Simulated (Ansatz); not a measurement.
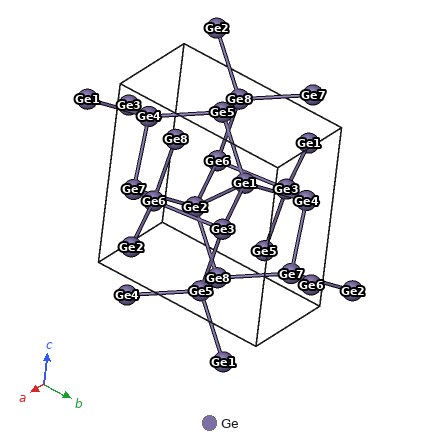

The system is Ge (R-3, No. 148; 8 atoms in the cell); the picture shows the reference structure. The energy is mapped over the lattice constants a and c of the conventional cell. The first coordinate is: lattice constant a (and b); the second: lattice constant c. Nothing is relaxed (fractional coordinates fixed). The grid has 5 × 5 points. Points are written as (first, second). Energies: meV/atom, counted from the lowest grid point. These are results of DFT PBEsol, scalar-relativistic, plane waves, PAW (Ansatz), not measurements. Settings: cutoff 420 eV, k-mesh 9×9×9, gaussian smearing 0.15 eV, no spin polarisation.

Its coordinates:

```xyz
8
Lattice="4.9239 2.8428 1.9527 -4.9239 2.8428 1.9527 0.0000 -5.6856 1.9527" Properties=species:S:1:pos:R:3 pbc="T T T"
Ge    0.0000    0.0000    4.1945
Ge    0.0000    0.0000    1.6636
Ge   -3.4266   -0.8844    2.5195
Ge    2.4792   -2.5253    2.5195
Ge    0.9474    3.4097    2.5195
Ge    3.4266    0.8844    3.3386
Ge   -2.4792    2.5253    3.3386
Ge   -0.9474   -3.4097    3.3386
```

Range: lattice constant a (and b) from 9.355 to 10.340 Å; lattice constant c from 5.155 to 6.561 Å.

Question: What landscape does the calculation give?

Answer: The lowest grid point is at (9.848 Å, 5.858 Å). It is the only kind of minimum in the scanned range. The highest grid point, (9.355 Å, 5.155 Å), lies 362 meV/atom above the lowest. Round the minimum the valley is somewhat tilted: raising lattice constant a (and b) shifts the best value of lattice constant c downwards (coupling k₁₂/√(k₁₁k₂₂) about 0.2).

```tsv
lattice constant c ↓, lattice constant a (and b) →	9.355	9.602	9.848	10.094	10.340
6.561	143	109	108	135	183
6.210	84	40	32	54	98
5.858	73	17	0	14	52
5.507	148	76	44	45	71
5.155	362	263	207	182	179
```

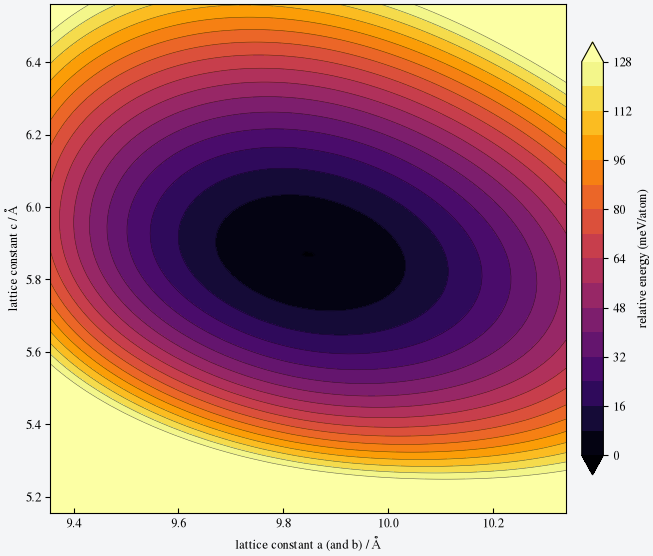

The picture shows filled contours, one colour for all values above the top of the scale. Between grid points the surface is interpolated.

Each point was launched as `ansatz run input.yaml --threads 4 --pin off --max-ram 8192MiB --backend cpu --events-out ev --progress --plain --runs-dir out`. The whole map (25 points run) took 9.3 min on 4 threads of Arm Neoverse V2 (shared host).

PAW datasets: the set soft_1.
